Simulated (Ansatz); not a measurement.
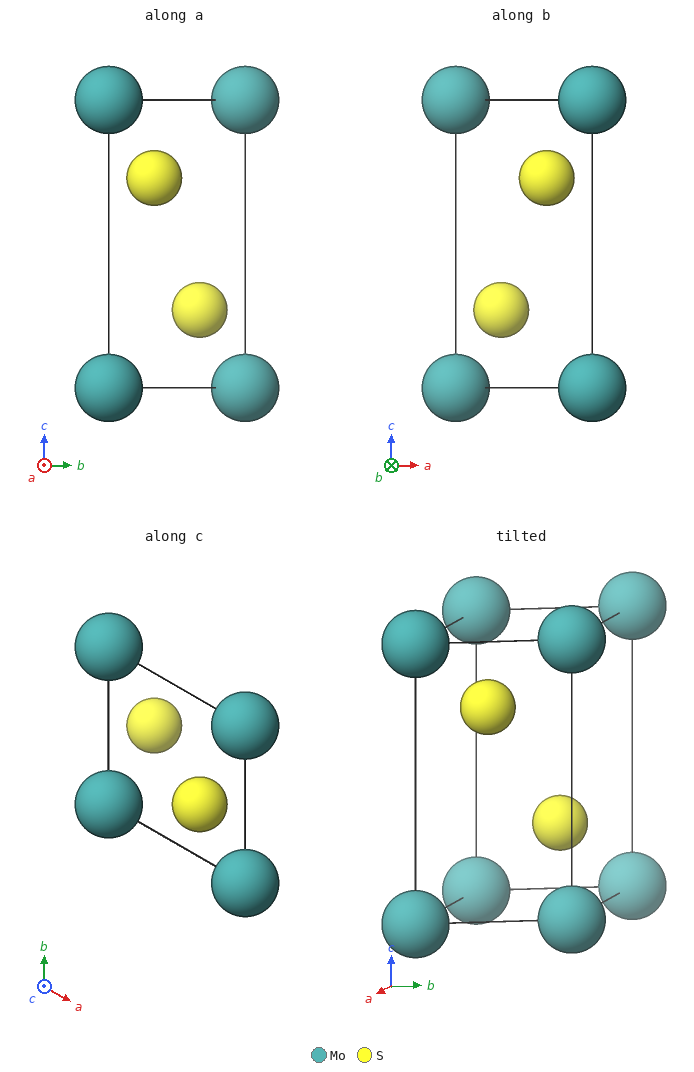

The crystal in a spheres-only representation, seen along the a axis, along the b axis, along the c axis and slightly off an axis. The conventional unit cell is drawn as a box.

Lattice parameters: a = 3.1754 Å, b = 3.1754 Å, c = 5.8038 Å, α = 90.000°, β = 90.000°, γ = 120.000°.

### Transcribe the picture into a CIF with its space group and independent sites, with free fractional coordinates to two decimals.

```cif
data_structure
_symmetry_space_group_name_H-M 'P -3 m 1'
_symmetry_Int_Tables_number 164
_cell_length_a 3.1754
_cell_length_b 3.1754
_cell_length_c 5.8038
_cell_angle_alpha 90.000
_cell_angle_beta 90.000
_cell_angle_gamma 120.000
_cell_volume 50.68
loop_
_atom_site_label
_atom_site_type_symbol
_atom_site_symmetry_multiplicity
_atom_site_Wyckoff_symbol
_atom_site_fract_x
_atom_site_fract_y
_atom_site_fract_z
_atom_site_occupancy
Mo1 Mo 1 a 0.00 0.00 0.00 1
S1 S 2 d 0.3333 0.6667 0.27 1
```

The model was built from a structure type filled with these elements by a generator (whether the compound takes this form wasn't checked). The final geometry of a relaxation with Ansatz, DFT, PBE-D3(BJ), plane waves, PAW is shown.
